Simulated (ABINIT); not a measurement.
# KCl: G0W0 calculation (part 2 of 3)

KCl (Fm-3m, 2 atoms in the cell); Kohn-Sham DFT of a periodic cell, LDA, PseudoDojo NC SR LDA v0.4.1 standard, G0W0, no spin polarisation (ABINIT 10.8.3); cutoff 979.61 eV, 4×4×4 k-mesh, fixed occupations. The structure derives from an entry of the Crystallography Open Database.

Geometry of the input (Å; fractional positions):
```
0.0000  3.1465  3.1465
3.1465  0.0000  3.1465
3.1465  3.1465  0.0000
K  0.0000  0.0000  0.0000
Cl 0.5000  0.5000  0.5000
```

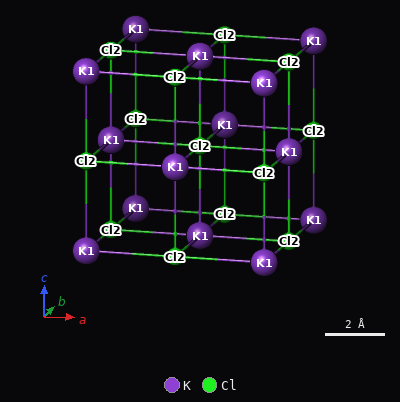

Fig. 1: The input geometry (ball-and-stick view of the cell 4 times as large as that of the calculation, set on its symmetry axes, seen slightly off an axis; atoms are numbered from 1 in the order of the input).

Output, continued
```
--- !ResultsGS
iteration_state: {dtset: 1, }
comment   : Summary of ground state results
lattice_vectors:
- [  0.0000000,   5.9459666,   5.9459666, ]
- [  5.9459666,   0.0000000,   5.9459666, ]
- [  5.9459666,   5.9459666,   0.0000000, ]
lattice_lengths: [   8.40887,    8.40887,    8.40887, ]
lattice_angles: [ 60.000,  60.000,  60.000, ] # degrees, (23, 13, 12)
lattice_volume:   4.2043357E+02
convergence: {deltae: -4.476E-13, res2:  4.180E-14, residm:  1.160E-17, diffor: null, }
etotal    :  -4.64650252E+01
entropy   :   0.00000000E+00
fermie    :  -1.71856716E-02
cartesian_stress_tensor: # hartree/bohr^3
- [  6.70323402E-05,   0.00000000E+00,   0.00000000E+00, ]
- [  0.00000000E+00,   6.70323402E-05,   0.00000000E+00, ]
- [  0.00000000E+00,   0.00000000E+00,   6.70323402E-05, ]
pressure_GPa:  -1.9722E+00
xred      :
- [  0.0000E+00,   0.0000E+00,   0.0000E+00,  K]
- [  5.0000E-01,   5.0000E-01,   5.0000E-01, Cl]
cartesian_forces: # hartree/bohr
- [ -0.00000000E+00,  -0.00000000E+00,  -0.00000000E+00, ]
- [ -0.00000000E+00,  -0.00000000E+00,  -0.00000000E+00, ]
force_length_stats: {min:   0.00000000E+00, max:   0.00000000E+00, mean:   0.00000000E+00, }
...

 Integrated electronic density in atomic spheres:
 ------------------------------------------------
 Atom  Sphere_radius  Integrated_density
    1        2.00000          6.90301805
    2        2.00000          5.03814188
================================================================================

 ----iterations are completed or convergence reached----

 Mean square residual over all n,k,spin=   26.653E-19; max=  11.602E-18
 reduced coordinates (array xred) for    2 atoms
       0.000000000000      0.000000000000      0.000000000000
       0.500000000000      0.500000000000      0.500000000000
 rms dE/dt=  0.0000E+00; max dE/dt=  0.0000E+00; dE/dt below (all hartree)
    1       0.000000000000      0.000000000000      0.000000000000
    2       0.000000000000      0.000000000000      0.000000000000

 cartesian coordinates (angstrom) at end:
    1      0.00000000000000     0.00000000000000     0.00000000000000
    2      3.14647000000000     3.14647000000000     3.14647000000000

 cartesian forces (hartree/bohr) at end:
    1     -0.00000000000000    -0.00000000000000    -0.00000000000000
    2     -0.00000000000000    -0.00000000000000    -0.00000000000000
 frms,max,avg= 0.0000000E+00 0.0000000E+00   0.000E+00  0.000E+00  0.000E+00 h/b

 cartesian forces (eV/Angstrom) at end:
    1     -0.00000000000000    -0.00000000000000    -0.00000000000000
    2     -0.00000000000000    -0.00000000000000    -0.00000000000000
 frms,max,avg= 0.0000000E+00 0.0000000E+00   0.000E+00  0.000E+00  0.000E+00 e/A
 length scales=  1.889726125908  1.889726125908  1.889726125908 bohr
              =  1.000000000000  1.000000000000  1.000000000000 angstroms
 Fermi (or HOMO) energy (hartree) =  -0.01719   Average Vxc (hartree)=  -0.30186
 Eigenvalues (hartree) for nkpt=   8  k points:
 kpt#   1, nband=  8, wtk=  0.01563, kpt=  0.0000  0.0000  0.0000 (reduced coord)
  -1.00502   -0.45998   -0.40439   -0.40439   -0.40439   -0.01719   -0.01719   -0.01719
 prteigrs : prtvol=0 or 1, do not print more k-points.

--- !EnergyTerms
iteration_state     : {dtset: 1, }
comment             : Components of total free energy in Hartree
kinetic             :  1.58359805948791E+01
hartree             :  9.86281211505534E+00
xc                  : -1.07028343428294E+01
Ewald energy        : -3.08334400012199E+01
psp_core            :  6.50851312558168E-01
local_psp           : -3.78291838766690E+01
non_local_psp       :  6.55078895924625E+00
total_energy        : -4.64650252389795E+01
total_energy_eV     : -1.26437774870713E+03
band_energy         : -5.56418912029222E+00
...

 Cartesian components of stress tensor (hartree/bohr^3)
  sigma(1 1)=  6.70323402E-05  sigma(3 2)=  0.00000000E+00
  sigma(2 2)=  6.70323402E-05  sigma(3 1)=  0.00000000E+00
  sigma(3 3)=  6.70323402E-05  sigma(2 1)=  0.00000000E+00

-Cartesian components of stress tensor (GPa)         [Pressure= -1.9722E+00 GPa]
- sigma(1 1)=  1.97215954E+00  sigma(3 2)=  0.00000000E+00
- sigma(2 2)=  1.97215954E+00  sigma(3 1)=  0.00000000E+00
- sigma(3 3)=  1.97215954E+00  sigma(2 1)=  0.00000000E+00

================================================================================
== DATASET  2 ==================================================================

--- !DatasetInfo
iteration_state: {dtset: 2, }
dimensions: {natom: 2, nkpt: 8, mband: 74, nsppol: 1, nspinor: 1, nspden: 1, mpw: 4348, }
cutoff_energies: {ecut:  36.0, pawecutdg:  -1.0, }
electrons: {nelect:   1.60000000E+01, charge:   0.00000000E+00, occopt:   1.00000000E+00, tsmear:   1.00000000E-02, }
meta: {optdriver: 0, ionmov: 0, optcell: 0, iscf: -2, paral_kgb: 0, }
...

 mkfilename : getden/=0, take file _DEN from output of DATASET   1.

 Exchange-correlation functional for the present dataset will be:
  LDA: Perdew-Wang 92 LSD fit to Ceperley-Alder data - ixc=7
  J.P.Perdew and Y.Wang, PRB 45, 13244 (1992)

 Real(R)+Recip(G) space primitive vectors, cartesian coordinates (Bohr,Bohr^-1):
 R(1)=  0.0000000  5.9459666  5.9459666  G(1)= -0.0840906  0.0840906  0.0840906
 R(2)=  5.9459666  0.0000000  5.9459666  G(2)=  0.0840906 -0.0840906  0.0840906
 R(3)=  5.9459666  5.9459666  0.0000000  G(3)=  0.0840906  0.0840906 -0.0840906
 Unit cell volume ucvol=  4.2043357E+02 bohr^3
 Angles (23,13,12)=  6.00000000E+01  6.00000000E+01  6.00000000E+01 degrees

 getcut: wavevector=  0.0000  0.0000  0.0000  ngfft=  48  48  48
         ecut(hartree)=     36.000   => boxcut(ratio)=   2.11343
--------------------------------------------------------------------------------

================================================================================
 Non-SCF case, kpt    1 (  0.00000  0.00000  0.00000), residuals and eigenvalues=
  6.86E-13  5.79E-13  3.20E-13  1.59E-13  2.33E-13  4.70E-13  3.03E-13  4.54E-13
  7.06E-13  5.18E-13  1.21E-13  4.31E-13  1.70E-13  6.07E-13  5.85E-13  6.16E-13
  4.60E-13  4.67E-13  1.13E-13  1.46E-13  9.65E-14  1.77E-13  1.52E-13  3.90E-13
  4.37E-13  3.06E-13  5.27E-13  1.39E-13  2.19E-13  8.68E-13  2.22E-13  1.38E-13
  2.69E-13  2.22E-13  2.54E-13  2.98E-13  5.73E-13  3.60E-13  4.36E-13  9.06E-13
  1.83E-13  2.17E-13  6.73E-13  5.32E-13  2.60E-13  7.75E-13  4.10E-13  5.72E-13
  3.74E-13  4.78E-13  4.09E-13  4.83E-13  5.62E-13  3.82E-13  6.01E-13  9.31E-13
  6.14E-13  2.01E-13  5.24E-13  3.32E-13  2.53E-13  2.72E-13  3.94E-13  6.14E-13
  4.94E-13  6.71E-13  4.33E-13  9.48E-13  8.69E-10  1.08E-09  1.04E-07  2.10E-07
  1.40E-05  9.18E-13
 -1.0050E+00 -4.5998E-01 -4.0439E-01 -4.0439E-01 -4.0439E-01 -1.7186E-02
 -1.7186E-02 -1.7186E-02  1.5716E-01  2.7960E-01  2.7960E-01  2.7960E-01
  3.1321E-01  3.1321E-01  4.4085E-01  5.6942E-01  5.6942E-01  5.6942E-01
  6.2597E-01  6.2597E-01  6.2597E-01  6.5347E-01  6.5347E-01  7.6654E-01
  7.6654E-01  7.6654E-01  8.3531E-01  9.0171E-01  9.0171E-01  9.0171E-01
  9.1513E-01  9.1513E-01  9.9466E-01  9.9466E-01  9.9466E-01  1.0974E+00
  1.3389E+00  1.3389E+00  1.3389E+00  1.3418E+00  1.3418E+00  1.3418E+00
  1.3455E+00  1.3455E+00  1.3787E+00  1.3787E+00  1.3787E+00  1.4221E+00
  1.4289E+00  1.4289E+00  1.4289E+00  1.4437E+00  1.4437E+00  1.4437E+00
  1.4692E+00  1.5231E+00  1.5231E+00  1.5231E+00  1.5424E+00  1.5424E+00
  1.5750E+00  1.7533E+00  1.7533E+00  1.7533E+00  1.7966E+00  1.7966E+00
  1.7966E+00  1.9736E+00  1.9736E+00  1.9736E+00  1.9993E+00  1.9993E+00
  2.0521E+00  2.0785E+00
 prteigrs : prtvol=0 or 1, do not print more k-points.

--- !ResultsGS
iteration_state: {dtset: 2, }
comment   : Summary of ground state results
lattice_vectors:
- [  0.0000000,   5.9459666,   5.9459666, ]
- [  5.9459666,   0.0000000,   5.9459666, ]
- [  5.9459666,   5.9459666,   0.0000000, ]
lattice_lengths: [   8.40887,    8.40887,    8.40887, ]
lattice_angles: [ 60.000,  60.000,  60.000, ] # degrees, (23, 13, 12)
lattice_volume:   4.2043357E+02
convergence: {deltae:  0.000E+00, res2:  0.000E+00, residm:  9.886E-13, diffor:  0.000E+00, }
etotal    :  -4.64650252E+01
entropy   :   0.00000000E+00
fermie    :  -1.71856716E-02
cartesian_stress_tensor: null
pressure_GPa: null
xred      :
- [  0.0000E+00,   0.0000E+00,   0.0000E+00,  K]
- [  5.0000E-01,   5.0000E-01,   5.0000E-01, Cl]
cartesian_forces: null
force_length_stats: {min: null, max: null, mean: null, }
...

 Integrated electronic density in atomic spheres:
 ------------------------------------------------
 Atom  Sphere_radius  Integrated_density
    1        2.00000          6.90301805
    2        2.00000          5.03814188
================================================================================

 ----iterations are completed or convergence reached----

 Mean square residual over all n,k,spin=   46.301E-14; max=  98.859E-14
 reduced coordinates (array xred) for    2 atoms
       0.000000000000      0.000000000000      0.000000000000
       0.500000000000      0.500000000000      0.500000000000

 cartesian coordinates (angstrom) at end:
    1      0.00000000000000     0.00000000000000     0.00000000000000
    2      3.14647000000000     3.14647000000000     3.14647000000000
 length scales=  1.889726125908  1.889726125908  1.889726125908 bohr
              =  1.000000000000  1.000000000000  1.000000000000 angstroms
 Eigenvalues (hartree) for nkpt=   8  k points:
 kpt#   1, nband= 74, wtk=  0.01563, kpt=  0.0000  0.0000  0.0000 (reduced coord)
  -1.00502   -0.45998   -0.40439   -0.40439   -0.40439   -0.01719   -0.01719   -0.01719
   0.15716    0.27960    0.27960    0.27960    0.31321    0.31321    0.44085    0.56942
   0.56942    0.56942    0.62597    0.62597    0.62597    0.65347    0.65347    0.76654
   0.76654    0.76654    0.83531    0.90171    0.90171    0.90171    0.91513    0.91513
   0.99466    0.99466    0.99466    1.09738    1.33890    1.33890    1.33890    1.34179
   1.34179    1.34179    1.34553    1.34553    1.37869    1.37869    1.37869    1.42211
   1.42894    1.42894    1.42894    1.44371    1.44371    1.44371    1.46920    1.52306
   1.52306    1.52306    1.54239    1.54239    1.57504    1.75334    1.75334    1.75334
   1.79658    1.79658    1.79658    1.97357    1.97357    1.97357    1.99930    1.99930
   2.05209    2.07852
 prteigrs : prtvol=0 or 1, do not print more k-points.

================================================================================
== DATASET  3 ==================================================================

--- !DatasetInfo
iteration_state: {dtset: 3, }
dimensions: {natom: 2, nkpt: 8, mband: 68, nsppol: 1, nspinor: 1, nspden: 1, mpw: 2120, }
cutoff_energies: {ecut:  22.0, pawecutdg:  -1.0, }
electrons: {nelect:   1.60000000E+01, charge:   0.00000000E+00, occopt:   1.00000000E+00, tsmear:   1.00000000E-02, }
meta: {optdriver: 3, gwcalctyp: 0, }
...

 mkfilename : getwfk/=0, take file _WFK from output of DATASET   2.

 Exchange-correlation functional for the present dataset will be:
  LDA: Perdew-Wang 92 LSD fit to Ceperley-Alder data - ixc=7
  J.P.Perdew and Y.Wang, PRB 45, 13244 (1992)

 SCREENING: Calculation of the susceptibility and dielectric matrices

 Based on a program developped by R.W. Godby, V. Olevano, G. Onida, and L. Reining.
 Incorporated in ABINIT by V. Olevano, G.-M. Rignanese, and M. Torrent.

 Real(R)+Recip(G) space primitive vectors, cartesian coordinates (Bohr,Bohr^-1):
 R(1)=  0.0000000  5.9459666  5.9459666  G(1)= -0.0840906  0.0840906  0.0840906
 R(2)=  5.9459666  0.0000000  5.9459666  G(2)=  0.0840906 -0.0840906  0.0840906
 R(3)=  5.9459666  5.9459666  0.0000000  G(3)=  0.0840906  0.0840906 -0.0840906
 Unit cell volume ucvol=  4.2043357E+02 bohr^3
 Angles (23,13,12)=  6.00000000E+01  6.00000000E+01  6.00000000E+01 degrees

--- Pseudopotential description ------------------------------------------------
- pspini: atom type   1  psp file is ./K.upf
  19.00000   9.00000  180309                  znucl, zion, pspdat
12 -1012 2 -1 2170                            pspcod,pspxc,lmax,lloc,mmax
     nproj     2     2     2

- pspini: atom type   2  psp file is ./Cl.upf
  17.00000   7.00000  180309                  znucl, zion, pspdat
12 -1012 2 -1 1016                            pspcod,pspxc,lmax,lloc,mmax
     nproj     2     2     2

--------------------------------------------------------------------------------

 ==== K-mesh for the wavefunctions ====
 Number of points in the irreducible wedge :     8
 Reduced coordinates and weights :

     1)     0.00000000E+00  0.00000000E+00  0.00000000E+00       0.01563
     2)     2.50000000E-01  0.00000000E+00  0.00000000E+00       0.12500
     3)     5.00000000E-01  0.00000000E+00  0.00000000E+00       0.06250
     4)     2.50000000E-01  2.50000000E-01  0.00000000E+00       0.09375
     5)     5.00000000E-01  2.50000000E-01  0.00000000E+00       0.37500
     6)    -2.50000000E-01  2.50000000E-01  0.00000000E+00       0.18750
     7)     5.00000000E-01  5.00000000E-01  0.00000000E+00       0.04688
     8)    -2.50000000E-01  5.00000000E-01  2.50000000E-01       0.09375

 Together with 48 symmetry operations and time-reversal symmetry
 yields    64 points in the full Brillouin Zone.

 ==== Q-mesh for the screening function ====
 Number of points in the irreducible wedge :     8
 Reduced coordinates and weights :

     1)     0.00000000E+00  0.00000000E+00  0.00000000E+00       0.01563
     2)     2.50000000E-01  0.00000000E+00  0.00000000E+00       0.12500
     3)     5.00000000E-01  0.00000000E+00  0.00000000E+00       0.06250
     4)     2.50000000E-01  2.50000000E-01  0.00000000E+00       0.09375
     5)     5.00000000E-01  2.50000000E-01  0.00000000E+00       0.37500
     6)    -2.50000000E-01  2.50000000E-01  0.00000000E+00       0.18750
     7)     5.00000000E-01  5.00000000E-01  0.00000000E+00       0.04688
     8)    -2.50000000E-01  5.00000000E-01  2.50000000E-01       0.09375

 Together with 48 symmetry operations and time-reversal symmetry
 yields    64 points in the full Brillouin Zone.

 setmesh: FFT mesh size selected  =    25x   25x   25
          total number of points  =        15625
```
